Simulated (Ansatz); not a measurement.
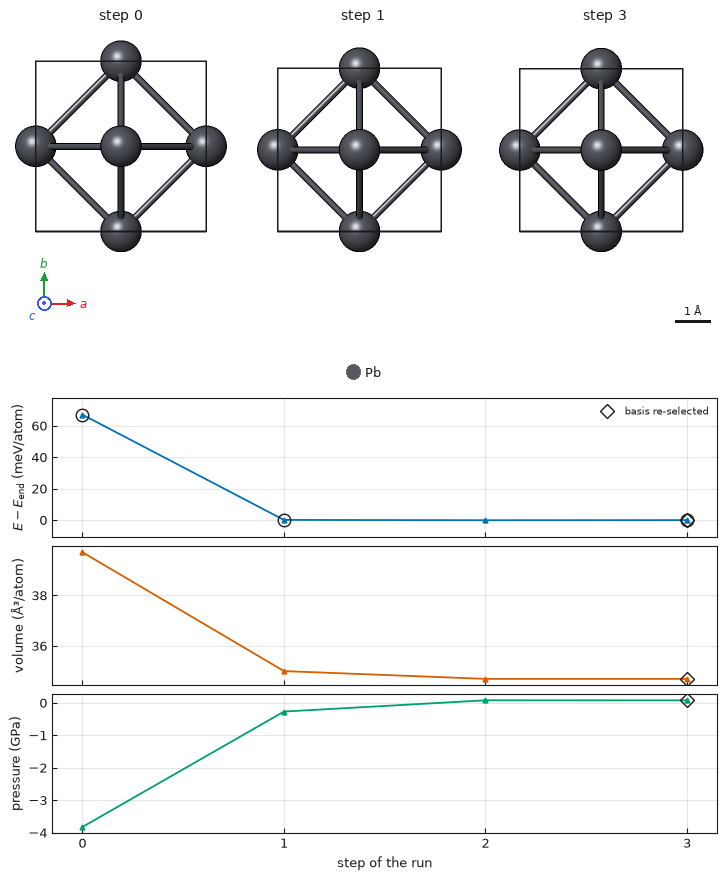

Frames of a relaxation of a crystal of Pb (set up in Pm-3m) (coarse preliminary run), marked on the history of the run. The picture is a ball-and-stick view of the cell of the calculation, seen along the c axis.

Case: 2 of 2 Ca taken out, relaxed.

These are results of Ansatz, DFT r2SCAN, scalar-relativistic, plane waves, PAW, not measurements.

Input file:
```yaml
crystal:
  lattice:
    - [4.9205489311, 0.0, 0.0]
    - [0.0, 4.9205489311, 0.0]
    - [0.0, 0.0, 4.9205489311]
  atoms:
    - { symbol: Pb, position: [0.0, 0.5, 0.5] }
    - { symbol: Pb, position: [0.5, 0.0, 0.5] }
    - { symbol: Pb, position: [0.5, 0.5, 0.0] }
basis:
  ecutwfc: 500
kpoints:
  mp_grid: { grid: [4, 4, 4] }
hamiltonian:
  xc: r2scan
scf:
  occupations: { method: gaussian, width: 0.1 }
output:
  forces: true
  stress: true
  eigenvalues: true
relax:
  adjacent_minimum: "off"
  f_tol: 0.0325
  max_steps: 70
  cell: { stress_tol: 0.24 }
```

Run as
```bash
ansatz run input.yaml --threads 2 --pin off --max-ram 5120MiB --backend cpu --events-out ev --progress --plain --runs-dir out
```

Question: Describe the path.

Answer: No atom moves by more than 0.005 Å relative to the cell. The drawn cell changes as follows: a = b = c 4.921 → 4.704 Å (−4.4 %); the volume changes by −12.6 %. Among the contacts that change: Pb1–Pb2 3.479 → 3.326 Å. The space group stays Pm-3m (No. 221). The energy falls by 67.1 meV per atom in 2 accepted moves (3 points after the start). All forces vanish by symmetry, so only the cell relaxes. Pressure: −3.82 GPa at the start and 0.08 GPa at the end. The SCF was repeated once at an unchanged geometry on a basis and grid sized afresh for the cell, which shifted the energy by 0.1 meV per atom at most. From step 0 to 1: volume −11.8 %, energy −67.0 meV per atom. From step 1 to 3: volume −0.9 %, energy −0.1 meV per atom.

```csv
step,"E − E(0), meV/atom","pressure, GPa","volume, Å³/atom",note
0,0.00,-3.82,39.712,
1,-66.97,-0.27,35.007,
2,-67.16,0.08,34.698,
3,-67.10,0.08,34.698,"same geometry, new basis"
```
